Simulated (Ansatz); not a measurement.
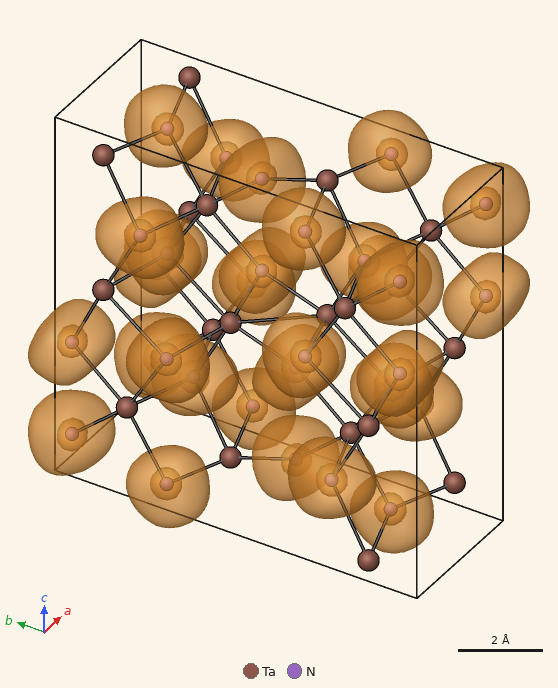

Figure 1: Ta3N5. Isosurface of the ELF at 0.6 (orange), seen at an oblique angle. Only the valence region is drawn (cores and ρ < 0.01 e/Å³ removed). Sticks mark near contacts.

Space group Cmcm.

Theory: DFT PBEsol, scalar-relativistic, plane waves, PAW (Ansatz 0.2.0).

In a PAW calculation such maps are meaningful between the atoms, not at the nuclei.

Where are the electrons localised?

The surface consists of 20 regions wrapped around N (the valence shell of each), counted in one cell of 32 atoms. Any copies at cell faces, edges or corners count once. Profiles from the grid: Ta–N (1.95 Å): the ELF peaks at about 0.85 in the valence shell of N, 0.6 Å from its nucleus, and drops to about 0.30 between the two atoms. Ta–Ta (2.99 Å): the ELF is about 0.20 at the midpoint (no localised pair shows between them).

Metal or insulator at this level of theory?

It is gapped, with a Kohn–Sham gap of 1.2 eV on the k-point mesh (the band edges may lie off the mesh, which would make the gap smaller).
